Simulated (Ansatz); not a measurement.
System: Cu, space group Fm-3m (No. 225) (one of a set of cubic test structures, which need not be the stable phase).

Method: equation of state of a cubic crystal from periodic Kohn-Sham density functional theory without spin, third-order Birch-Murnaghan fit to the free energies; pressure corrected for the finite basis (Ansatz 0.2.0 development build). Level: PBE.

structure type fcc; atoms in cell 1; space group number 225; lattice centring face-centred primitive; k mesh 26×26×26; occupation method Fermi–Dirac; occupation width 0.06123 eV; wave cutoff 700 eV; datasets hard PAW; density tolerance 1e−09 eV; bands 14; density cutoff ratio 4; search for lower states default.

What does the calculation give for the energy above the lowest point and pressure against volume? The volume takes the values 11.24, 11.48, 11.72, 11.96, 12.20, 12.44, 12.68 Å³/atom.

A third-order Birch–Murnaghan fit gives V0 = 11.95 Å³/atom, B0 = 141 GPa and B′ = 5.0. The energy above the lowest point is 21.0 meV/atom at volume 11.24 Å³/atom and 17.1 meV/atom at 12.68 Å³/atom; the lowest computed point is at volume 11.96 Å³/atom (0.0 meV/atom). The pressure falls from 10.1 GPa at volume 11.24 Å³/atom to −7.1 GPa at 12.68 Å³/atom, and changes sign near 11.95 Å³/atom.

```csv
volume (Å³/atom),energy above the lowest point (meV/atom),pressure (GPa)
11.24,21.0,10.1
11.48,8.9,6.3
11.72,2.1,2.9
11.96,0.0,-0.1
12.20,2.1,-2.7
12.44,8.0,-5.1
12.68,17.1,-7.1
```

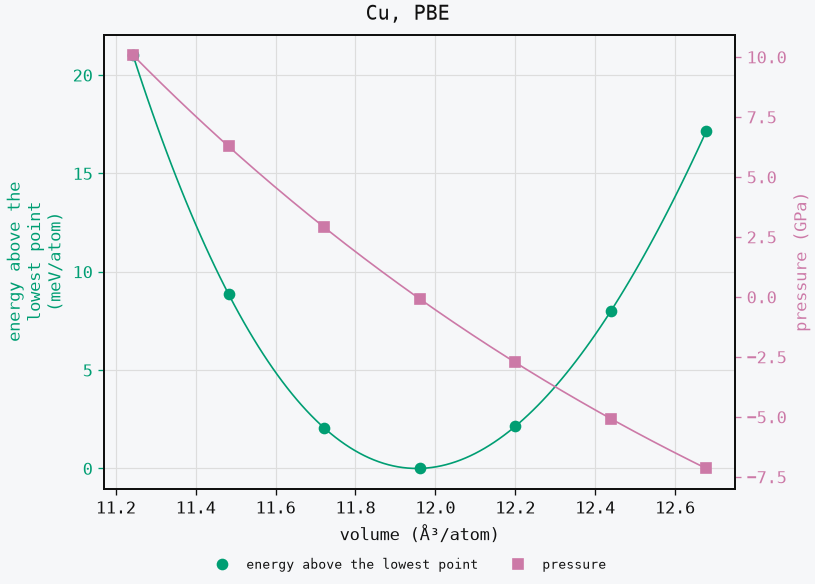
